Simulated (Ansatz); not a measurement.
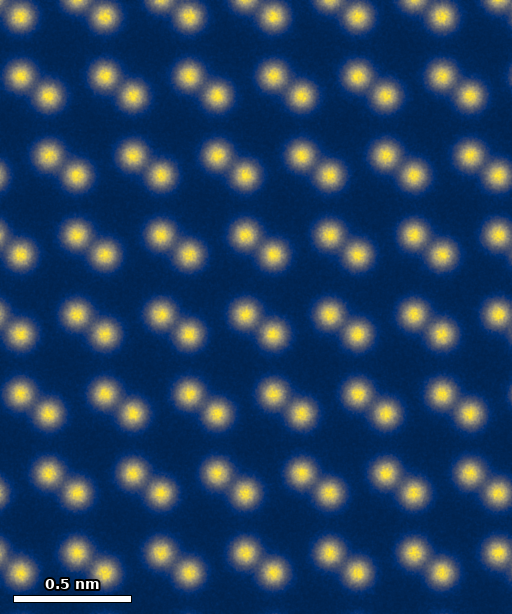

Dark-field STEM-like image of W (Fd-3m, No. 227) along [110]. Simulation: incoherent imaging, intensity Z^1.7 per atom, probe width 0.85 Å, thin sample. The probe carries 15 % of its weight in a tail 2.5 times as wide. Shot noise was added.

One planar defect was built into the perfect crystal by geometry alone, without relaxation. Host structure: the end point of a relaxation with DFT, BLYP, plane waves (420 eV) with PAW, scalar-relativistic (Ansatz 0.2.0); the starting structure was generated, so it need not be a known form of this composition.

Q: Find the planar defect and say what kind it is.

A planar fault (a stacking fault) runs horizontally about 12 Å below the top edge. The part above it is shifted along the boundary by 1/3 of the 3.62 Å repeat of the rows (1.2 Å to the right, the same as 2.4 Å to the left); both parts keep the same orientation.
